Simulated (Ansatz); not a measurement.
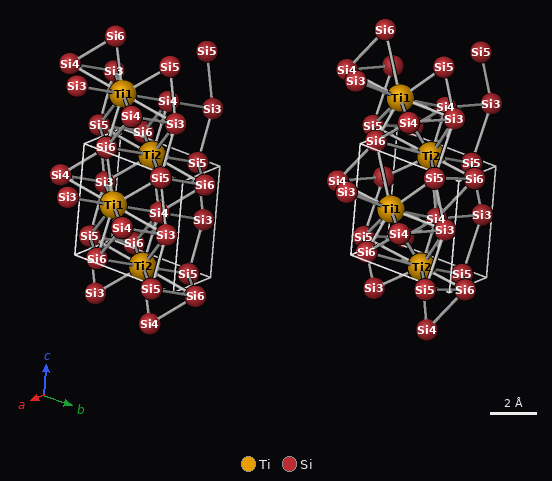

Two geometries of solid TiSi₂ (set up in P1), drawn at one scale. One is the start of a relaxation, the other its converged end. Style: ball-and-stick. Shown: the cell of the calculation, reduced to other axes, repeated 1 × 1 × 2 with one cell outlined, slightly off an axis. Lengths and directions refer to the drawn axes.

Method: Ansatz 0.2.0, DFT PBE, scalar-relativistic, plane waves, PAW. Settings: plane-wave cutoff 420 eV; k-point mesh 10 × 10 × 10; occupations gaussian; smearing width 0.15 eV; no spin polarisation; cell and atoms relaxed; force threshold 0.01 eV/Å; at most 80 steps.

Which geometry has the lower energy?

Answer. The left one is the relaxed one. Case: all atoms moved at random, sigma 0.15 Å for each component; relaxed back. Si6 moves most: 0.40 Å along [1 3 −1]. Largest moves by element: Si 0.40 Å, Ti 0.21 Å. The cell doesn't change. Some distances before and after: Ti2–Si6 2.235 → 2.756 Å, Ti1–Si6 3.071 → 2.558 Å, Si4–Si5 2.816 → 3.209 Å, Si5–Si6 3.161 → 2.801 Å. The space group (tolerance 0.01 Å) goes from P1 (No. 1) to Fddd (No. 70). Over 5 accepted moves (6 points after the start) the energy falls by 381 meV per atom. The largest force component goes from 4.4 to 0.00024 eV/Å. The pressure goes from 11.55 to −0.02 GPa. The SCF was repeated once at an unchanged geometry on a basis and grid sized afresh for the cell, which shifted the energy by less than 0.05 meV per atom at most. Cost: 3.4 min on 2 threads of Intel(R) Xeon(R) 6975P-C (Granite Rapids) (shared host), peak memory 1.2 GiB.
